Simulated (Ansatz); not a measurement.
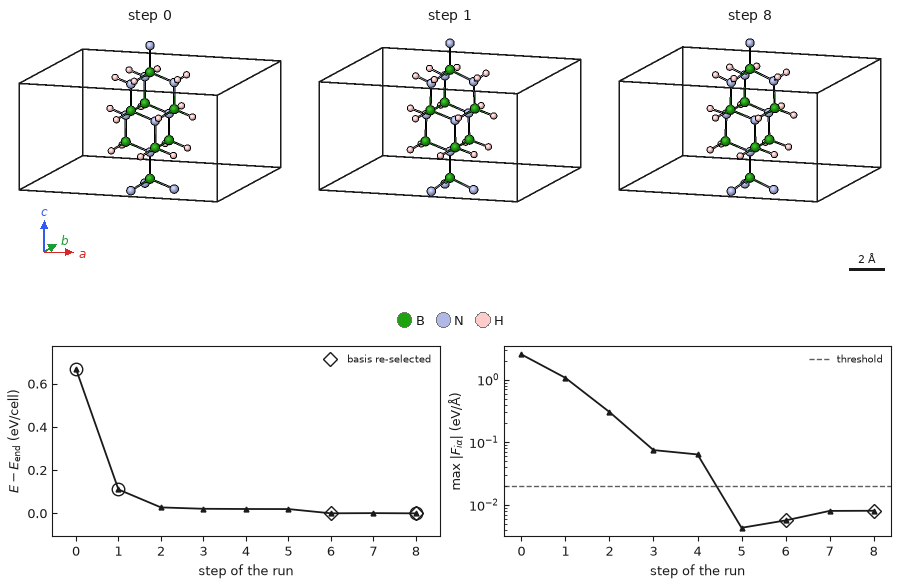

Frames of a relaxation of a wire of composition B7H18N7, marked on the history of the run. The picture is a ball-and-stick view of the cell of the calculation, with the vacuum cut short, seen slightly off an axis.

Case: wire along [1 1 1], 14 atoms a period, capped with H.

Computed with Ansatz, DFT PBE, scalar-relativistic, plane waves, PAW.

The input:
```yaml
crystal:
  lattice:
    - [14.0, 0.0, 0.0]
    - [0.0, 13.8, 0.0]
    - [0.0, 0.0, 6.2781594097]
  atoms:
    - { symbol: B, position: [0.4942758022, 0.5, 0.0] }
    - { symbol: "N", position: [0.4942758022, 0.5, 0.25] }
    - { symbol: B, position: [0.3885774905, 0.5, 0.3333333333] }
    - { symbol: B, position: [0.599974114, 0.5, 0.6666666667] }
    - { symbol: "N", position: [0.3885774905, 0.5, 0.5833333333] }
    - { symbol: "N", position: [0.599974114, 0.5, 0.9166666667] }
    - { symbol: B, position: [0.5471249581, 0.4071359476, 0.3333333333] }
    - { symbol: B, position: [0.4414266464, 0.5928640524, 0.6666666667] }
    - { symbol: "N", position: [0.5471249581, 0.4071359476, 0.5833333333] }
    - { symbol: "N", position: [0.4414266464, 0.5928640524, 0.9166666667] }
    - { symbol: B, position: [0.5471249581, 0.5928640524, 0.3333333333] }
    - { symbol: B, position: [0.4414266464, 0.4071359476, 0.6666666667] }
    - { symbol: "N", position: [0.5471249581, 0.5928640524, 0.5833333333] }
    - { symbol: "N", position: [0.4414266464, 0.4071359476, 0.9166666667] }
    - { symbol: H, position: [0.3485081063, 0.4295919615, 0.2701513335] }
    - { symbol: H, position: [0.3485081063, 0.5704080385, 0.2701513335] }
    - { symbol: H, position: [0.6801128825, 0.5, 0.6034846669] }
    - { symbol: H, position: [0.3198871175, 0.5, 0.6374893332] }
    - { symbol: H, position: [0.6343193005, 0.5603497473, 0.9708226665] }
    - { symbol: H, position: [0.6343193005, 0.4396502527, 0.9708226665] }
    - { symbol: H, position: [0.5070555738, 0.3367279091, 0.2701513335] }
    - { symbol: H, position: [0.6272637266, 0.4071359476, 0.2701513335] }
    - { symbol: H, position: [0.4013572621, 0.6632720909, 0.6034846669] }
    - { symbol: H, position: [0.5814701446, 0.3467862003, 0.6374893332] }
    - { symbol: H, position: [0.4757718329, 0.6532137997, 0.9708226665] }
    - { symbol: H, position: [0.3727362734, 0.5928640524, 0.9708226665] }
    - { symbol: H, position: [0.5070555738, 0.6632720909, 0.2701513335] }
    - { symbol: H, position: [0.6272637266, 0.5928640524, 0.2701513335] }
    - { symbol: H, position: [0.4013572621, 0.3367279091, 0.6034846669] }
    - { symbol: H, position: [0.5814701446, 0.6532137997, 0.6374893332] }
    - { symbol: H, position: [0.4757718329, 0.3467862003, 0.9708226665] }
    - { symbol: H, position: [0.3727362734, 0.4071359476, 0.9708226665] }
basis:
  ecutwfc: 420
kpoints:
  mp_grid: { grid: [1, 1, 6] }
hamiltonian:
  xc: pbe
scf:
  occupations: { method: gaussian, width: 0.05 }
output:
  forces: true
  stress: true
  eigenvalues: true
  populations: true
  write_density: true
  write_potential: true
  elf: true
  volumetric_format: npy
relax:
  adjacent_minimum: "off"
  f_tol: 0.02
  max_steps: 45
  cell: { fix: [a, b, alpha, beta, gamma], stress_tol: 0.03 }
```

Launched with:
```bash
ansatz run input.yaml --threads 4 --pin off --max-ram 11264MiB --backend cpu --events-out ev --progress --plain --runs-dir out
```

What happens along the run?

The largest moves relative to the centre of the atoms, 0.088 Å, are those of H18, H24 and H30. By element the largest moves are H 0.088 Å, B 0.061 Å, N 0.039 Å. Along the periodic axis the drawn cell goes c 6.278 → 6.407 Å (+2.0 %). Some distances before and after: B1–N2 1.570 → 1.530 Å, B11–H27 1.190 → 1.227 Å, B11–N13 1.570 → 1.601 Å, B12–H29 1.190 → 1.212 Å. Among the angles between lasting bonds that change: H25–N10–H26 109.5° → 101.8°, B1–N10–B8 109.5° → 115.4°, B3–N5–H18 109.5° → 103.8°. After 6 accepted moves (8 points after the start) the energy has fallen by 0.669 eV per cell of the calculation. Largest force component: 2.5 eV/Å at the start, 0.0081 eV/Å at the end. At 2 points the geometry stayed and the basis and grid were re-selected for the new cell (energy shift of 19.7 meV per cell of the calculation at most each time). Cost: 2.7 min on 4 threads of Arm Neoverse V1 (shared host), peak memory 1.8 GiB. From step 0 to 1: H atoms move most (0.07 Å), energy −0.559 eV per cell of the calculation. From step 1 to 8: H atoms move most (0.04 Å), energy −0.111 eV per cell of the calculation.

| step | E − E(0), meV/atom | largest force component, eV/Å | note |
| --- | --- | --- | --- |
| 0 | 0.00 | 2.5318 |  |
| 1 | -17.46 | 1.0692 |  |
| 2 | -20.05 | 0.3048 |  |
| 3 | -20.25 | 0.0752 |  |
| 4 | -20.29 | 0.0641 |  |
| 5 | -20.29 | 0.0043 |  |
| 6 | -20.91 | 0.0057 | same geometry, new basis |
| 7 | -20.88 | 0.0080 |  |
| 8 | -20.92 | 0.0081 | same geometry, new basis |
